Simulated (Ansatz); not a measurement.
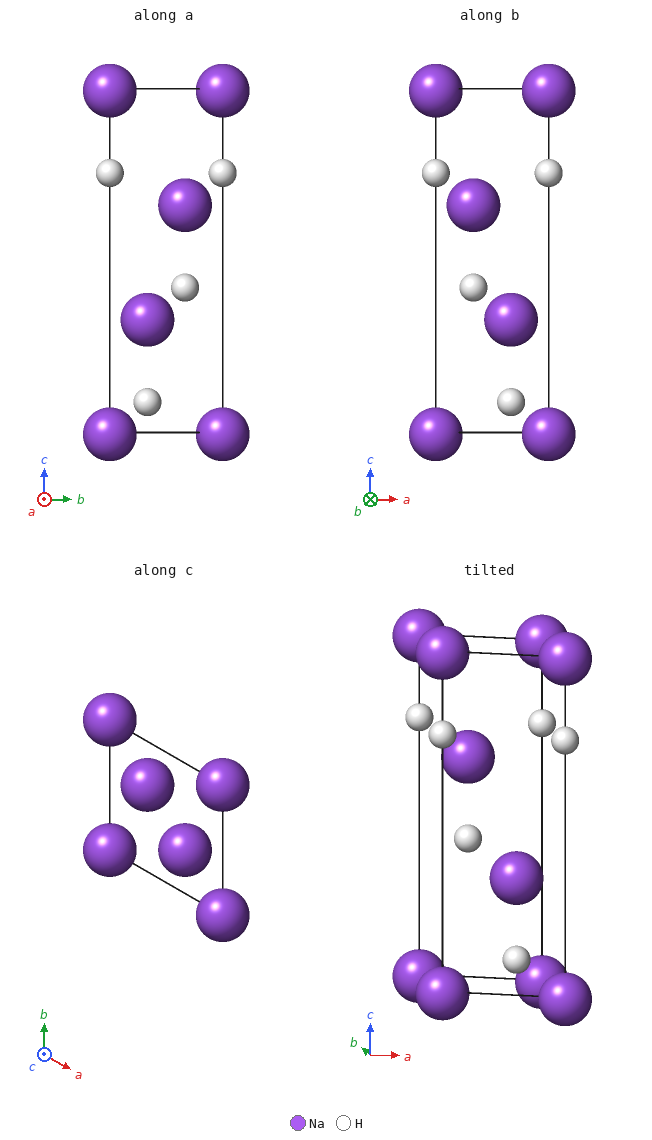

This spheres-only model is shown along the a axis, along the b axis, along the c axis and slightly off an axis. The conventional unit cell is drawn as a box.

Lattice parameters: a = 3.4934 Å, b = 3.4934 Å, c = 9.2126 Å, α = 90.000°, β = 90.000°, γ = 120.000°.

**From the views, write a CIF in P1 with every atom of the cell, with free fractional coordinates to two decimals.**

```cif
data_structure
_symmetry_space_group_name_H-M 'P 1'
_symmetry_Int_Tables_number 1
_cell_length_a 3.4934
_cell_length_b 3.4934
_cell_length_c 9.2126
_cell_angle_alpha 90.000
_cell_angle_beta 90.000
_cell_angle_gamma 120.000
_cell_volume 97.37
loop_
_atom_site_label
_atom_site_type_symbol
_atom_site_fract_x
_atom_site_fract_y
_atom_site_fract_z
_atom_site_occupancy
Na1 Na 0.6667 0.3333 0.33 1
H1 H 0.6667 0.3333 0.09 1
Na2 Na 0.3333 0.6667 0.66 1
H2 H 0.3333 0.6667 0.42 1
Na3 Na 0.00 0.00 0.99 1
H3 H 0.00 0.00 0.76 1
```

The structure comes from a structure type filled with these elements by a generator (whether the compound takes this form wasn't checked). The cell was then strained or its atoms displaced on purpose. It was the input of a calculation with Ansatz.
